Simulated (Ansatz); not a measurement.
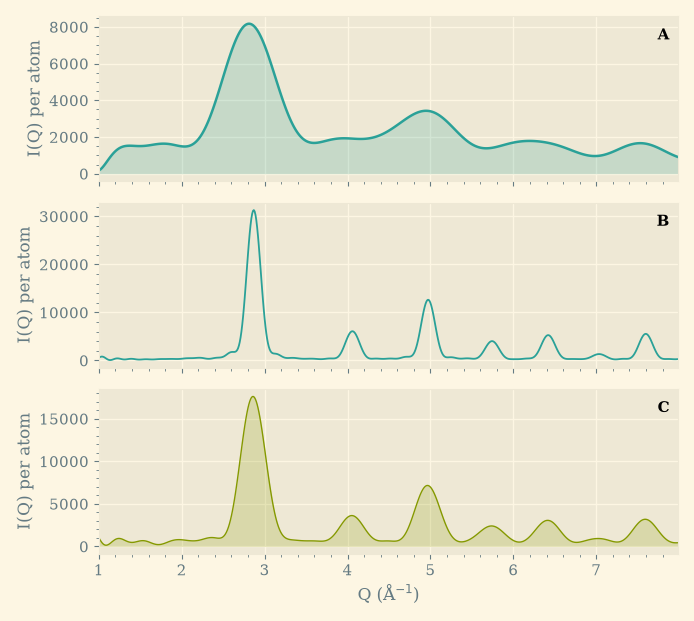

X-ray scattering of spheres cut from the crystal structure of Ir (Im-3m, a = 3.093 Å, b = 3.093 Å, c = 3.093 Å, α = 90.00°, β = 90.00°, γ = 90.00°), calculated atom by atom with the Debye equation (B = 0.5 Å², no relaxation of the surface). Structure used: the input geometry of an electronic-structure calculation (not necessarily at equilibrium); the starting structure was generated, so it need not be a known form of this composition.

Question: The spheres are 10, 20 and 36 Å across. Which curve is which?

Answer: curve A: 10 Å (27 atoms); curve B: 36 Å (1639 atoms); curve C: 20 Å (283 atoms). Peak widths go roughly as 2π/D, so the largest sphere has the sharpest peaks.

Question: Index the main peaks of the largest sphere.

Answer: Q ≈ 2.87 Å⁻¹: 110; Q ≈ 4.06 Å⁻¹: 200; Q ≈ 4.97 Å⁻¹: 211; Q ≈ 5.74 Å⁻¹: 220; Q ≈ 6.42 Å⁻¹: 310; Q ≈ 7.60 Å⁻¹: 321.
